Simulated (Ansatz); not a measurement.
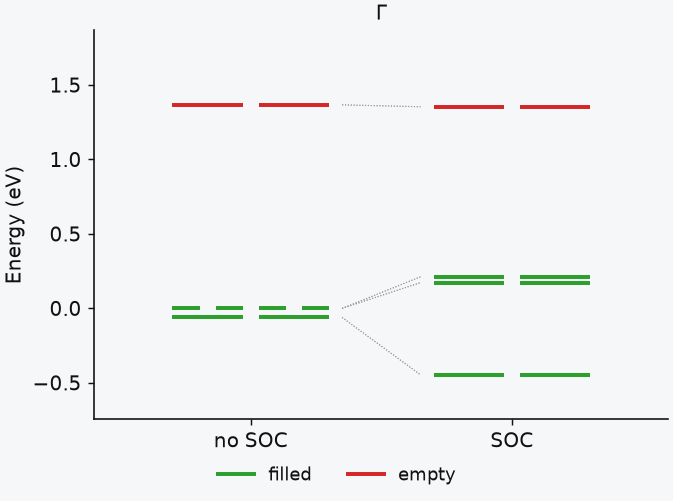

Levels at Γ, each bar one state with spin counted. Zero is the valence top without spin-orbit coupling, and the two sets are aligned on the mean of the six top valence states at Γ.

System: wurtzite AgI, space group P6_3mc, 4 atoms in the cell, relaxed with r2SCAN; a = 4.651 Å, c = 7.600 Å (hexagonal axes). Run without spin-orbit coupling: PBE, Ansatz PAW set, 6×6×4 k mesh, 420 eV cutoff, Fermi-Dirac smearing of 0.02 eV (Ansatz). Run with it: PBE, Ansatz PAW set, 6×6×4 k mesh, 420 eV cutoff, fixed occupations (Ansatz). Neither carries moments.

> How does spin-orbit coupling change the valence top at Γ?

Without it a twofold level lies 0.061 eV above a single one. The coupling mixes them into three pairs, the lower two 0.039 and 0.658 eV under the top one.

> What happens to the direct gaps?

The vertical gap goes from 1.37 to 1.14 eV at Γ.

> And the smallest gap over all k points computed?

It narrows from 1.37 eV (valence top at Γ, conduction bottom at Γ) to 1.14 eV.

LDA, GGA and most meta-GGA functionals understate gaps.
